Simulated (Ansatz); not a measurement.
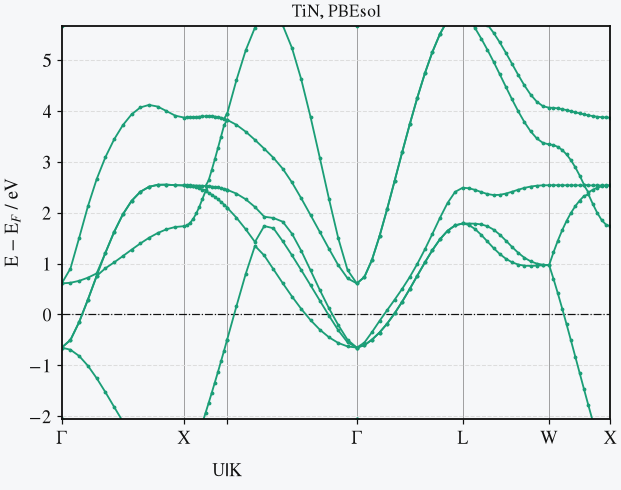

Band structure of TiN, space group Fm-3m (No. 225), 2 atoms in the cell. Level of theory: DFT PBEsol, scalar-relativistic, plane waves, PAW, no spin polarisation, 18×18×18 k mesh, 420 eV cutoff; code Ansatz 0.2.0. Energies are counted from the Fermi level.

A metal: 3 bands cross the Fermi level along this path. Bands cross the Fermi level on Γ–X, K–Γ, Γ–L and W–X, and not on X–U and L–W.

The electron count is odd and the run has no spin polarisation, so a magnetic state may lie lower.
